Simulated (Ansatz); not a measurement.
Input

```
crystal:
  lattice:
    - [0.0, 3.7080826276, 3.7080826276]
    - [3.7080826276, 0.0, 3.7080826276]
    - [3.7080826276, 3.7080826276, 0.0]
  atoms:
    - { symbol: Sn, position: [0.5, 0.5, 0.5] }
    - { symbol: Sn, position: [0.75, 0.75, 0.75] }
    - { symbol: Sn, position: [0.25, 0.25, 0.25] }
    - { symbol: Se, position: [0.0, 0.0, 0.0] }
hamiltonian:
  xc: pbe
  pseudopotentials: { kind: paw }
kpoints:
  mp_grid: { grid: [6, 6, 6] }
scf:
  occupations: { method: fermi_dirac, width: 0.05 }
output:
  forces: true
  stress: true
  eigenvalues: true
  write_density: true
  write_potential: true
  elf: true
  volumetric_format: npy
```

Run with:

```sh
ansatz run input.yaml --threads 2 --pin off --max-ram 5120MiB --backend cpu --events-out ev --progress --plain --runs-dir out
```

Below, planes, directions and counts refer to the conventional cell (a = 7.42 Å, b = 7.42 Å, c = 7.42 Å, α = 90.00°, β = 90.00°, γ = 90.00°).

Space group Fm-3m; a structure from a database of computed crystals, not necessarily the ambient phase.

All numbers below come from Ansatz 0.2.0, Kohn-Sham DFT of a periodic cell, PBE, Ansatz PAW.

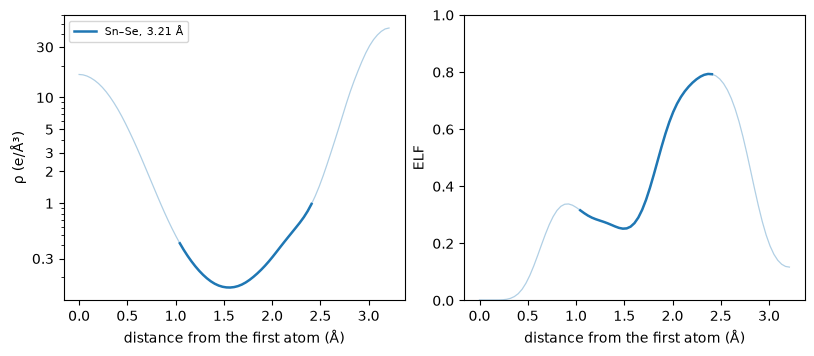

Sn₃Se. Valence charge density (pseudo) and ELF along straight lines between neighbouring atoms. Thin, pale parts lie inside the atomic spheres.

The density is the valence pseudo-density of a PAW calculation; it isn't the true density close to the nuclei.

What can be read from the curves?

Sn–Se (3.21 Å): the density is about 0.16 e/Å³ at the midpoint; the ELF is about 0.25 at the midpoint.
